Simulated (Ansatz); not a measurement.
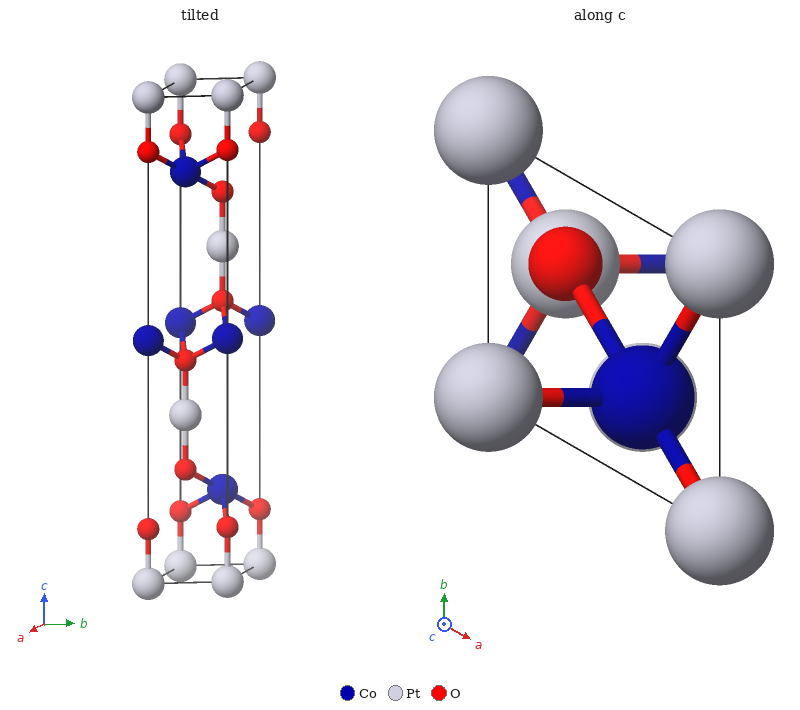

Shown here is a ball-and-stick view of the crystal, taken slightly off an axis and along the c axis. Atoms at the boundary of the conventional unit cell (the box) are drawn once for each face, edge or corner they touch. Cell: a = 2.81 Å, b = 2.81 Å, c = 17.70 Å, α = 90.00°, β = 90.00°, γ = 120.00°.

Provenance: a structure listed in the Materials Project. Earlier steps of the study may have refined or changed the cell and positions. It went into a calculation with Ansatz.

Question: Characterise what is shown.

Answer: Chemical formula CoPtO2. Its lattice is rhombohedral (trigonal R), its space group R-3m (No. 166). Type of structure: delafossite (3R) type. Cell content 3 Co, 3 Pt, 6 O; Z = 3. The Co atoms are each bonded to six O in a distorted octahedral arrangement at about 1.9 Å. The coordination shell of Pt holds two O in a linear arrangement at about 2.0 Å. Each O atom is coordinated by three Co and one Pt in a distorted tetrahedral arrangement (about 1.9 Å to Co, 2.0 Å to Pt). Not all metal-metal contacts are counted. The bonds build a three-dimensional framework.

All computed values are from DFT PBEsol, scalar-relativistic, plane waves, PAW (Ansatz 0.2.0). Settings: plane waves up to 420 eV, k-points about 0.14 Å⁻¹ apart, Gaussian smearing of 0.1 eV, no spin polarisation (a spin-restricted run, not always the ground state).

Question: Predict the gap.

Answer: A metal: bands cross the Fermi level.

Question: Predict the Bader charges.

Answer: Co +1.33 e; Pt +0.45 e; O -0.89 e.

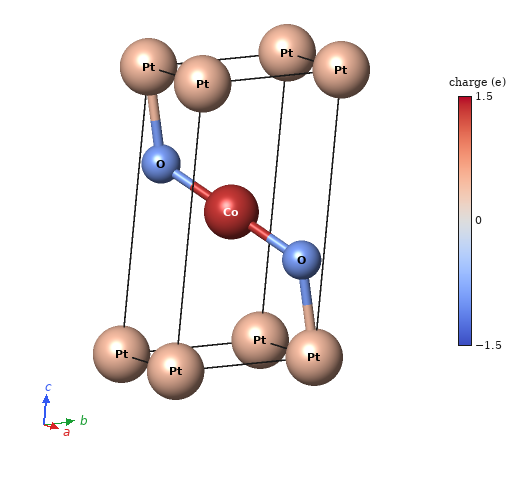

The atoms coloured by those charges. The run's cell of 4 atoms is drawn in a reduced setting, so axes and origin can differ from the first picture.

Question: Does this geometry sit at a stationary point of the energy?

Answer: Yes. All forces vanish to within 0.01 eV/Å. The pressure is 0.0 GPa, close to zero.
